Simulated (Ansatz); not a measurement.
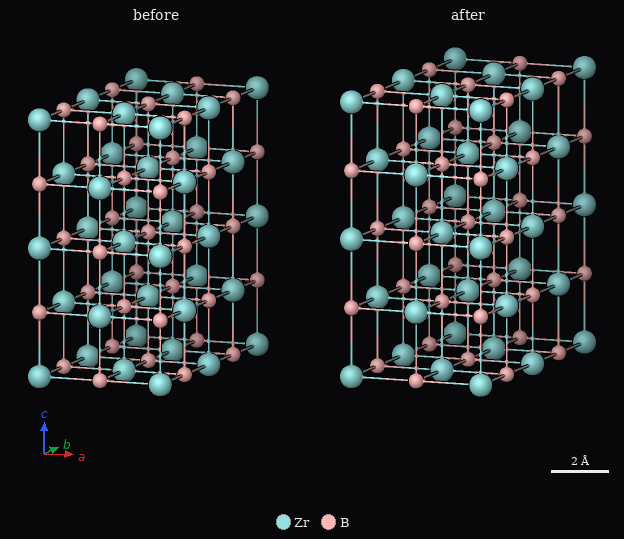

The structure of crystalline ZrB (set up in Fm-3m) before (left) and after (right) a relaxation, at one scale.

A ball-and-stick model of the conventional cell (4 times the calculation's cell), repeated 1 × 2 × 2 with one cell outlined, seen slightly off an axis. Lengths and directions refer to the drawn axes.

Theory: DFT, PAW plane waves, r2SCAN (Ansatz 0.2.0). Settings: plane-wave cutoff 500 eV; k-point mesh 7 × 7 × 7; occupations fermi dirac; smearing width 0.0502 eV; no spin polarisation; cell and atoms relaxed; at most 40 steps.

**Summarise the run.**

The atoms keep their places relative to the cell (all moves are under 0.005 Å). Cell: a = b = c 4.592 → 4.913 Å (+7.0 %). Volume +22.5 %. Among the contacts that change: Zr–Zr 3.247 → 3.474 Å, B–Zr 2.296 → 2.456 Å. The space group stays Fm-3m (No. 225). The energy falls by 348 meV per atom in 5 accepted moves (7 points after the start). All forces vanish by symmetry, so only the cell relaxes. The pressure goes from 48.11 to 0.00 GPa. The SCF was repeated twice at an unchanged geometry on a basis and grid sized afresh for the cell, which shifted the energy by 1.8 meV per atom at most. Cost: 7.5 s on 1 thread of Intel(R) Xeon(R) 6975P-C (Granite Rapids), on a shared host, peak memory 0.41 GiB.
